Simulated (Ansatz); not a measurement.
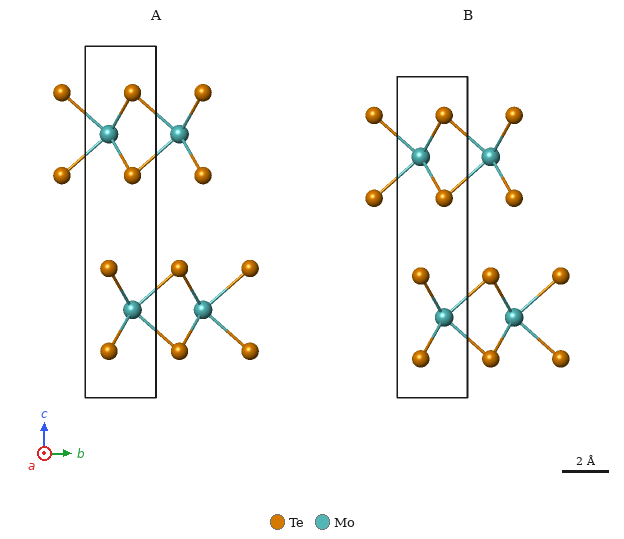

Two geometries of solid Te2Mo (built on the Te2Mo-type type), drawn at one scale. One is the start of a relaxation, the other its converged end. A ball-and-stick model of the cell of the calculation, repeated 1 × 2 × 1 with one cell outlined, seen along the a axis.

Method: DFT PBE, scalar-relativistic, plane waves, PAW in Ansatz. (plane-wave cutoff 420 eV; k-point mesh 10 × 10 × 2; occupations gaussian; smearing width 0.05 eV; collinear spin; cell and atoms relaxed; force threshold 0.01 eV/Å; at most 60 steps)

**Which geometry has the lower energy?**

Structure A is the relaxed one. After 7 accepted moves (10 points after the start) the energy has fallen by 11.0 meV per atom. The largest force component goes from 0.038 to 0.00013 eV/Å. Pressure: 1.89 GPa at the start and 0.00 GPa at the end. The line search rejected the trial step at point 1 of the run. The SCF was repeated twice at an unchanged geometry on a basis and grid sized afresh for the cell, which shifted the energy by 0.5 meV per atom at most. The largest moves relative to the cell, 0.17 Å, are those of Te atoms. Mo stays in place. The drawn cell changes as follows: a = b 3.530 → 3.557 Å (+0.8 %), c 14.020 → 15.340 Å (+9.4 %); the volume changes by +11.1 %. Near-neighbour distances that change, for instance: Mo–Te 2.725 → 2.736 Å. The space group stays P6_3/mmc (No. 194). The program noted that the starting moments weren't kept. Cost: 89 s on 4 threads of Arm Neoverse V2, on a shared host, peak memory 0.8 GiB.

Limits of the set-up: layers or molecules are held without a dispersion correction, so their spacing is unreliable.
